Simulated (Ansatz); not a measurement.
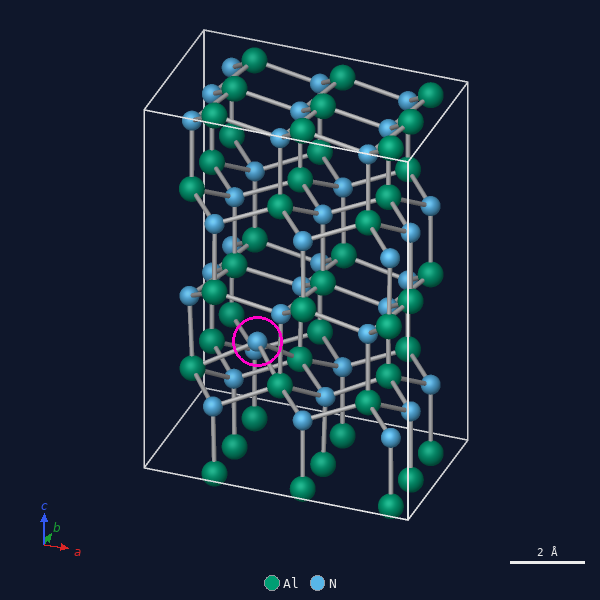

Figure: ball-and-stick view slightly off an axis. One supercell is framed, with atoms on its boundary repeated. The host is AlN, in a cell of 72 sites, and the cell is neutral. A ring marks the defect's site.

> Which defect is modelled here, and what are its neighbours?

An interstitial nitrogen atom. It is bonded to three Al in a trigonal pyramidal arrangement at about 2.0 Å.

Setup: DFT PBE, scalar-relativistic, plane waves, PAW in Ansatz 0.2.0; E_cut = 420 eV, k-points on a 1×1×1 grid, Gaussian smearing of 0.01 eV, collinear spins.

> Does a spin moment come with the defect?

Yes, 3.0 μB in the cell.

The atoms were relaxed in the host's cell with DFT PBE, scalar-relativistic, plane waves, PAW in Ansatz.
